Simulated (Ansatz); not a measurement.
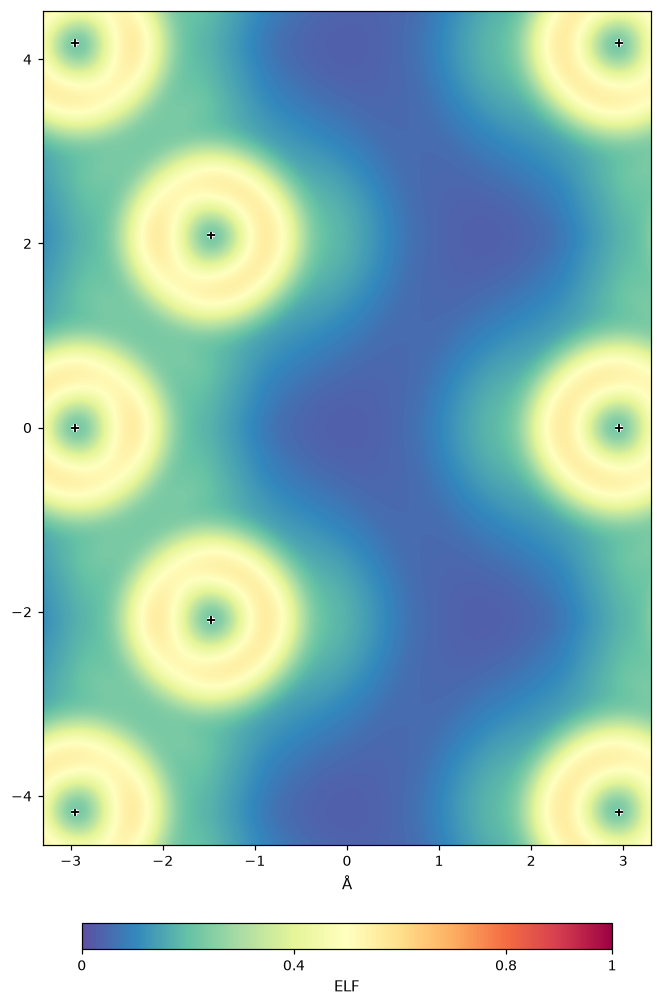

The ELF on a plane through atoms (crosses mark nuclei in the plane).

Computed with Ansatz, DFT, PBEsol, plane waves (420 eV) with PAW, scalar-relativistic.

Candidates:
A. Pd, a = 5.91 Å, b = 5.91 Å, c = 5.91 Å, α = 90.00°, β = 90.00°, γ = 90.00°. Space group Fd-3m; set up as Pd, diamond; a generated structure, not necessarily the stable one; changed on purpose from its base cell (volume × 1.12); computed pressure about −7 GPa in this cell.
B. Pb, a = 5.49 Å, b = 5.49 Å, c = 3.33 Å, α = 90.00°, β = 90.00°, γ = 120.00°. Space group P6/mmm; set up as Pb, omega (AlB2-type); a generated structure, not necessarily the stable one; changed on purpose from its base cell (volume × 0.96); computed pressure about 2 GPa in this cell.
C. P, a = 2.51 Å, b = 7.15 Å, c = 3.27 Å, α = 90.00°, β = 89.99°, γ = 90.00°. Space group Cmcm; set up as P, beta-Sn type; a generated structure, not necessarily the stable one; changed on purpose from its base cell (volume × 0.92); computed pressure about 10 GPa in this cell.

Which system is this?

Candidate A: Pd on the (110) plane of the conventional cell, which holds Pd. Pd–Pd (2.56 Å): the ELF is about 0.25 at the midpoint; no localised pair shows between them.
